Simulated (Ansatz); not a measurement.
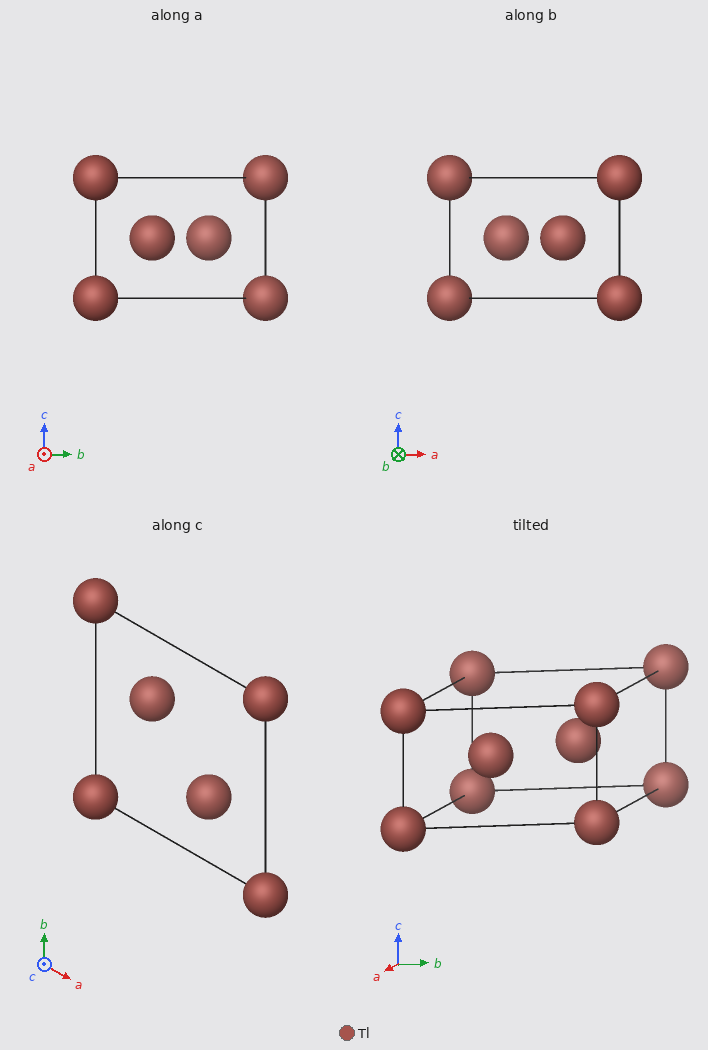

Crystal structure, spheres-only style, seen along the a axis, along the b axis, along the c axis and slightly off an axis. The frame is the conventional unit cell; atoms at its boundary are shown with their periodic copies.

Lattice parameters: a = 5.775 Å, b = 5.775 Å, c = 3.547 Å, α = 90.00°, β = 90.00°, γ = 120.00°. Put a along x and b in the xy plane.

Reconstruct the structure as a POSCAR file.

Answer.
```
Tl
1.0
     5.775    0.000    0.000
    -2.887    5.001    0.000
     0.000    0.000    3.547
Tl
3
Direct
  0.0000 0.0000 0.0000
  0.3333 0.6667 0.5000
  0.6667 0.3333 0.5000
```

Starting structure: a structure type filled with this element by a generator (whether the element takes this form wasn't checked). Earlier steps of the study may have refined or changed the cell and positions. Ansatz was used for an electronic-structure calculation on it.
